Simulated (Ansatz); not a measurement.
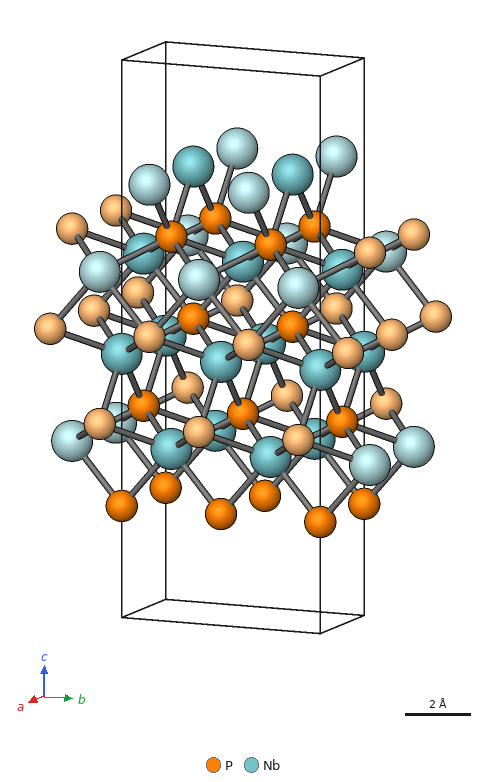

Fig. 1: The input geometry (ball-and-stick view of the 1 × 2 repeat of the cell, with the vacuum cut short, seen slightly off an axis; neighbours outside the cell are drawn fainter). An atom can appear more than once, as a periodic image. Near neighbours in the periodic cell (some may lie outside the picture): P has 2 Nb at 2.54 Å; Nb has 6 P at 2.54 to 2.55 Å; P has 6 Nb at 2.54 to 2.55 Å; Nb has 2 P at 2.54 Å.

## Single-point calculation of NbP

System: NbP (slab, 8 atoms in the cell).
Method: DFT PBE, scalar-relativistic, plane waves, PAW, no spin polarisation (Ansatz 0.2.0).

The structure derives from a Materials Project entry. It belongs to a series of runs on one base structure; here: field: -0.3. Figures and captions count atoms from 1; the log counts them from 0 in places.

## Input file
```yaml
crystal:
  lattice:
    - [3.347046844, 0.0, 0.0]
    - [0.0, 3.347046844, 0.0]
    - [0.0, 0.0, 25.4844807542]
  atoms:
    - { symbol: P, position: [0.0, 0.0, 0.2942967554] }
    - { symbol: Nb, position: [0.0, 0.5, 0.3693819582] }
    - { symbol: P, position: [0.5, 0.0, 0.4064038509] }
    - { symbol: Nb, position: [0.0, 0.0, 0.4814890537] }
    - { symbol: P, position: [0.5, 0.5, 0.5185109463] }
    - { symbol: Nb, position: [0.5, 0.0, 0.5935961491] }
    - { symbol: P, position: [0.0, 0.5, 0.6306180418] }
    - { symbol: Nb, position: [0.5, 0.5, 0.7057032446] }
basis:
  ecutwfc: 420
kpoints:
  mp_grid: { grid: [10, 10, 1] }
hamiltonian:
  xc: pbe
scf:
  occupations: { method: gaussian, width: 0.1 }
  max_iter: 86
output:
  forces: true
  stress: true
  eigenvalues: true
efield:
  axis: 3
  dipole_correction: true
  ramp_width: 0.04
  amplitude: -0.3
```

Hardware: 1 thread of Intel Xeon @ 2.70GHz, 189 GiB of memory available, shared host.

Run as:
```bash
ansatz run input.yaml --threads 1 --pin off --max-ram 2560MiB --backend cpu --events-out ev --progress --plain --runs-dir out
```

## The program's output
```
Engine: ansatz 0.2.0, x86_64-unknown-linux-gnu
Pseudopotentials: kind: paw
Pseudopotential: P, paw, valence charge 5, recommended cutoff 420 eV (normal), P.paw.azcp
Pseudopotential: Nb, paw, valence charge 13, recommended cutoff 420 eV (normal), Nb.paw.azcp
Functional definition: PBE
  parameter kappa = 0.804
  parameter beta = 0.06672455060314922
  exchange = pbe_x(kappa = kappa, mu = beta*pi^2/3)
  correlation = pbe_c(beta = beta)
Crystal: 8 atoms, lattice volume = 285.496 Å³
Basis set: ecut = 420 eV, 5613 PW (Γ), exchange–correlation on 48×48×360 points (8 copies of the dense FFT grid, shifted against one another)
Bands: 44, of which v1, the nominal top of the filled ones, is band 36 counted from 1 (35 counted from 0)
Symmetry: 4 space group operations
Space group: Pmm2 (ITA 25), of the structure as read, at distance tolerance 6.6e-5 Å
k-points: 36 of 100
Non-local potential: P, projectors of the file, l = 0: 2, l = 1: 2, l = 2: 2
Non-local potential: Nb, projectors of the file, l = 0: 3, l = 1: 2, l = 2: 2, l = 3: 1
PAW form: soft (Blöchl's): semilocal exchange-correlation on the pseudo side does not see the compensation charge
PAW one-centre angular grid: P, 110 points (default); XC on 64 Gauss nodes
PAW one-centre angular grid: Nb, 590 points (default); XC on 64 Gauss nodes
Initial density: superposition of atomic densities (neutral atoms: chi_scale 0, normalization atom, screened)
Initial wavefunctions: pseudopotential atomic-orbital guess
Functional: x = pbe(κ = 0.804, μ = 0.2195149727645171), c = pbe(β = 0.06672455060314922)
SCF iter   1: F=—  HF=-21240.889159 eV  |F-HF|=—  |Δ(HF+E_count)|=         —  Δρ=6.44e-2  dr2=9.79e1  ethr=3.10e-3  p=-0.245 e·Å  D=-1.55e-1 V/Å  ΔV_dip=3.96 eV  dr2_dipole=5.75e1  V_vac-E_F(+/−)=4.11/7.32 eV  ⟨swp⟩=9.2  Hψ=8407  notcnv=0
efield: sawtooth ramp at fractional position 0.9800 (placed from the atoms, in the widest stretch of the axis that holds none; the zero of the levels goes with the place), width 0.0400; the density the first Hamiltonian is built on has a dipole p = -0.245 e·Å; the dipole correction subtracts the counter field D = -1.55e-1 V/Å, which shifts the + side's vacuum level by +3.96 eV against the − side's; the planar-averaged density in the ramp window peaks in size at 6.0e-7 e/Å³
preconditioner: auto → LDOS  [metal: Δε(μ)=0.016 eV  Ē_g=6.708 eV  σ=0.100 eV  W_gap=0.09  n_scr=52 (ndim 8)  ℏωp=13.9 eV  f_vac=0.444  D(μ)=4.03/eV (n_scr^D=12)  β→1.0]
SCF iter   2: F=—  HF=-21237.399375 eV  |F-HF|=—  |Δ(HF+E_count)|=    3.49e0  Δρ=5.62e-2  dr2=9.99e1  ethr=3.10e-3  p=0.014 e·Å  D=8.81e-3 V/Å  ΔV_dip=-0.22 eV  dr2_dipole=8.24e1  V_vac-E_F(+/−)=0.89/8.29 eV  ⟨swp⟩=4.8  Hψ=4386  notcnv=0  defer=64
SCF iter   3: F=—  HF=-21234.531315 eV  |F-HF|=—  |Δ(HF+E_count)|=    2.87e0  Δρ=1.36e-2  dr2=4.69e0  ethr=3.10e-3  p=-0.179 e·Å  D=-1.13e-1 V/Å  ΔV_dip=2.88 eV  dr2_dipole=3.78e0  V_vac-E_F(+/−)=2.74/7.03 eV  ⟨swp⟩=3.7  Hψ=3645  notcnv=0  defer=77
SCF iter   4: F=—  HF=-21234.411117 eV  |F-HF|=—  |Δ(HF+E_count)|=   1.20e-1  Δρ=4.89e-3  dr2=1.73e-1  ethr=3.10e-3  p=-0.140 e·Å  D=-8.90e-2 V/Å  ΔV_dip=2.27 eV  dr2_dipole=4.66e-2  V_vac-E_F(+/−)=2.47/7.37 eV  ⟨swp⟩=2.3  Hψ=2008  notcnv=0  defer=74
SCF iter   5: F=—  HF=-21234.385762 eV  |F-HF|=—  |Δ(HF+E_count)|=   2.54e-2  Δρ=1.68e-3  dr2=1.68e-1  ethr=2.41e-4  p=-0.138 e·Å  D=-8.76e-2 V/Å  ΔV_dip=2.23 eV  dr2_dipole=1.20e-1  V_vac-E_F(+/−)=2.41/7.35 eV  ⟨swp⟩=3.1  Hψ=2905  notcnv=0  defer=80
SCF iter   6: F=—  HF=-21234.387581 eV  |F-HF|=—  |Δ(HF+E_count)|=   1.82e-3  Δρ=9.44e-4  dr2=4.37e-2  ethr=2.33e-4  p=-0.145 e·Å  D=-9.18e-2 V/Å  ΔV_dip=2.34 eV  dr2_dipole=3.57e-2  V_vac-E_F(+/−)=2.47/7.31 eV  ⟨swp⟩=1.1  Hψ=1540  notcnv=0  defer=77
SCF iter   7: F=—  HF=-21234.388294 eV  |F-HF|=—  |Δ(HF+E_count)|=   7.13e-4  Δρ=6.78e-4  dr2=2.33e-2  ethr=6.07e-5  p=-0.144 e·Å  D=-9.13e-2 V/Å  ΔV_dip=2.33 eV  dr2_dipole=2.02e-2  V_vac-E_F(+/−)=2.47/7.31 eV  ⟨swp⟩=1.0  Hψ=1515  notcnv=0  defer=77
SCF iter   8: F=—  HF=-21234.388162 eV  |F-HF|=—  |Δ(HF+E_count)|=   1.32e-4  Δρ=2.96e-4  dr2=4.51e-3  ethr=3.23e-5  p=-0.142 e·Å  D=-9.02e-2 V/Å  ΔV_dip=2.30 eV  dr2_dipole=3.77e-3  V_vac-E_F(+/−)=2.45/7.32 eV  ⟨swp⟩=1.0  Hψ=1506  notcnv=0  defer=77
SCF iter   9: F=—  HF=-21234.388160 eV  |F-HF|=—  |Δ(HF+E_count)|=   1.98e-6  Δρ=6.86e-5  dr2=2.63e-4  ethr=6.27e-6  p=-0.141 e·Å  D=-8.92e-2 V/Å  ΔV_dip=2.27 eV  dr2_dipole=1.86e-4  V_vac-E_F(+/−)=2.43/7.33 eV  ⟨swp⟩=1.2  Hψ=1517  notcnv=0  defer=77
SCF iter  10: F=—  HF=-21234.388167 eV  |F-HF|=—  |Δ(HF+E_count)|=   6.77e-6  Δρ=3.26e-5  dr2=1.36e-5  ethr=3.66e-7  p=-0.141 e·Å  D=-8.91e-2 V/Å  ΔV_dip=2.27 eV  dr2_dipole=6.29e-6  V_vac-E_F(+/−)=2.43/7.33 eV  ⟨swp⟩=1.9  Hψ=1728  notcnv=0  defer=77
SCF iter  11: F=—  HF=-21234.388220 eV  |F-HF|=—  |Δ(HF+E_count)|=   5.33e-5  Δρ=7.41e-6  dr2=7.86e-7  ethr=1.89e-8  p=-0.141 e·Å  D=-8.91e-2 V/Å  ΔV_dip=2.27 eV  dr2_dipole=3.43e-7  V_vac-E_F(+/−)=2.43/7.33 eV  ⟨swp⟩=2.2  Hψ=2317  notcnv=0  defer=77
SCF iter  12: F=-21234.388220 eV  HF=-21234.388220 eV  |F-HF|=2.81e-8  |Δ(HF+E_count)|=   1.64e-7  Δρ=2.84e-6  dr2=9.48e-8  ethr=1.39e-10  p=-0.141 e·Å  D=-8.91e-2 V/Å  ΔV_dip=2.27 eV  dr2_dipole=6.85e-10  V_vac-E_F(+/−)=2.43/7.33 eV  ⟨swp⟩=16.6  Hψ=9838  notcnv=0
SCF 1 converged in 12 iterations: F = -21234.388220 eV  dr2 = 9.48e-8
  greatest PAW one-centre occupation: 0.998 electrons in one spin orbital (limit 2), on the Nb atom at site 1 (counted from 0), in its partial waves of l = 0
```

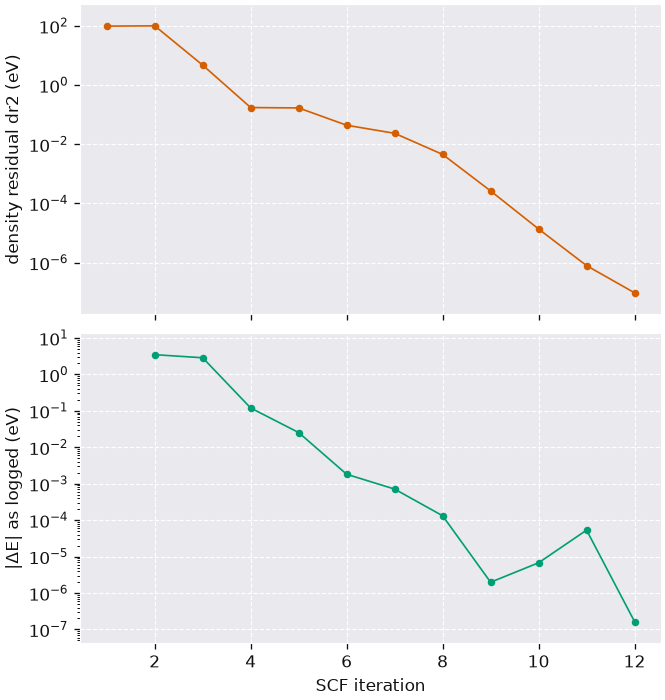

Fig. 2: Convergence of the self-consistent field: density residual dr2 and size of the energy change against the SCF iteration. The residual falls almost steadily, with no more than small rises.

```
SCF converged after 12 iterations
Free energy (F): -21234.388220 eV
Harris-Foulkes:  -21234.388220 eV  (|F-HF|=2.81e-8)
Internal energy: -21234.344667 eV  (E = F + TS)
E sigma→0 (E₀):  -21234.366444 eV
Entropy (-TS):   -0.043553 eV (-5.444 meV/atom)
Fermi energy:    4.062802 eV
Dipole field:    D = -0.089030 V/Å  (p = -0.140467 e·Å, saw-weighted, corrected)
Work function:   not extracted (applied field tilts the vacuum); planar V_es + V_field profile in the machine report
Levels:          The Fermi level and band energies are counted from a zero that moves with the ramp; work functions are not
--- Per-component energies (eV) ---
  E_band       = -1059.123138
  E_kinetic    = 1853.155946
  E_local      = -56791.065606  (includes V_loc(G=0)·N_el)
  E_nonlocal   = 612.200818
  E_hartree    = 27411.747352
  E_xc         = -945.888965
  E_vxc        = -1091.982089  (∫ρ·V_xc dr)
  E_paw        = -14570.015144  (= ΣΔE_a)
  E_vpaw       = -458.392624  (= ΣTr[D̂ρ^β])
  E_aug_tail   = 0.000045  (compensation charges beyond the density's cutoff)
  E_efield     = -0.035887  (sawtooth field / dipole correction)
  E_vefield    = -6.488724  (∫n·V_field dr)
  E_ewald      = 21195.556774
  E_smearing   = -0.043553  (= −TS)
  E_closure    = -0.000000  (closes the sum)
  Σ components = -21234.388220   (vs F -21234.388220, Δ=0.00e0)
--- Forces (eV/Å), atoms counted from 1 ---
  atom   1  P      0.00000000     0.00000000     0.56058928
  atom   2  Nb     0.00000000     0.00000000    -0.77917443
  atom   3  P      0.00000000     0.00000000     0.20281921
  atom   4  Nb     0.00000000     0.00000000     0.08027911
  atom   5  P      0.00000000     0.00000000     0.04705807
  atom   6  Nb     0.00000000     0.00000000    -0.10162051
  atom   7  P      0.00000000     0.00000000     1.20282897
  atom   8  Nb     0.00000000     0.00000000    -1.21266140
  max |Σ_I F_I| component: 1.18e-4 eV/Å
--- Stress (GPa, compression-positive) ---
       -2.860051       0.000000       0.000000
        0.000000      -3.138630       0.000000
        0.000000       0.000000      -1.930575
  P = ⅓ Tr σ = -2.6431 GPa (-26.431 kbar)
--- Band table (eV; the first three rows and the last of 36) ---
  k-point 0: bands = ["-51.2918", "-50.8739", "-50.8026", "-50.7488", "-27.4996", "-27.1741", "-27.1293", "-27.0340", "-26.9701", "-26.8951", "-26.8938", "-26.8560", "-26.8137", "-26.8095", "-26.7300", "-26.7081", "-8.4546", "-7.8021", "-6.8627", "-5.5051", "-1.7052", "-0.5228", "0.7199", "1.2690", "1.5078", "1.5095", "1.5151", "1.6970", "1.8926", "2.1701", "2.3731", "2.6324", "3.0645", "3.0848", "3.7418", "3.9416", "4.5054", "4.9044", "4.9751", "5.1933", "5.5363", "5.7701", "5.9004", "6.2736"]
  k-point 1: bands = ["-51.2904", "-50.8722", "-50.8008", "-50.7473", "-27.4970", "-27.1726", "-27.1498", "-27.0294", "-26.9960", "-26.8917", "-26.8909", "-26.8538", "-26.8409", "-26.8072", "-26.7396", "-26.7199", "-8.3251", "-7.6850", "-6.7883", "-5.4717", "-1.6333", "-0.4429", "0.6260", "0.9914", "1.2410", "1.3644", "1.5145", "1.8186", "1.9719", "2.1026", "2.4736", "2.6404", "2.8348", "3.2130", "3.7054", "4.0155", "4.4150", "4.4156", "4.9199", "5.0656", "5.6501", "5.7928", "6.0702", "6.2821"]
  k-point 2: bands = ["-51.2868", "-50.8677", "-50.7959", "-50.7436", "-27.4910", "-27.2011", "-27.1684", "-27.0634", "-27.0205", "-26.9139", "-26.8832", "-26.8779", "-26.8481", "-26.8011", "-26.7915", "-26.7246", "-7.9582", "-7.3611", "-6.5925", "-5.3807", "-1.4866", "-0.3173", "0.1739", "0.4570", "0.6512", "1.3163", "1.4658", "1.5806", "2.1298", "2.2453", "2.3674", "2.4552", "3.0529", "3.1602", "3.6927", "3.9984", "4.1899", "4.6191", "4.6992", "4.9065", "5.5696", "5.5934", "5.9888", "6.0540"]
  k-point 35: bands = ["-51.2624", "-50.8392", "-50.7666", "-50.7171", "-27.4531", "-27.3655", "-27.3049", "-27.1858", "-27.0982", "-27.0943", "-27.0630", "-27.0325", "-26.9375", "-26.8829", "-26.7686", "-26.7593", "-6.2173", "-6.2091", "-6.1746", "-4.0767", "-1.0661", "-0.9374", "-0.8278", "-0.6416", "-0.5862", "-0.4084", "0.1640", "1.1266", "1.1688", "1.5331", "2.9837", "3.0876", "3.1031", "3.1814", "3.7160", "3.9751", "4.8012", "5.4820", "5.7777", "6.0599", "6.9841", "7.0254", "7.1026", "7.1396"]
```

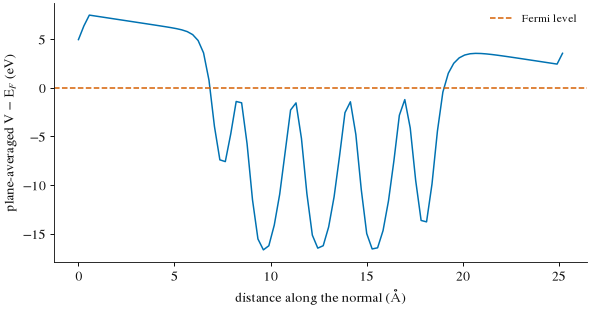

Fig. 3: Plane average of the electrostatic potential energy of an electron across the cell, from the Fermi level.

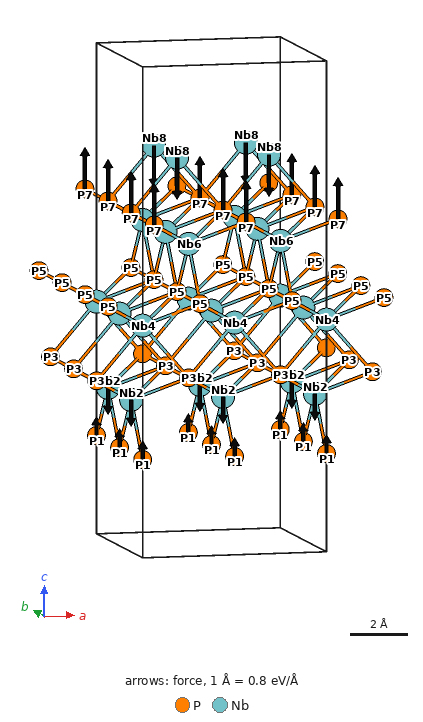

Fig. 4: Forces on the atoms as black arrows (ball-and-stick view of the 2 × 2 repeat of the cell, with the vacuum cut short, seen slightly off an axis; bonded neighbours outside the cell are drawn too; atoms are numbered from 1 in the order of the input); the smallest are left out. The largest act on Nb8 (1.21 eV/Å); P7 (1.20 eV/Å); Nb2 (0.78 eV/Å); P1 (0.56 eV/Å). The geometry is not a stationary point of this energy.

## Key numbers

```json
{"quantity": "outcome", "value": "converged"}
{"quantity": "electrons treated", "value": "72"}
{"quantity": "free energy", "value": "−21234.3882 eV"}
{"quantity": "Fermi energy", "value": "4.063 eV"}
{"quantity": "gap on the k-point mesh", "value": "none (metallic)"}
{"quantity": "largest force (length of the vector)", "value": "1.213 eV/Å"}
{"quantity": "wall time", "value": "66 s"}
{"quantity": "peak memory", "value": "0.63 GiB"}
```
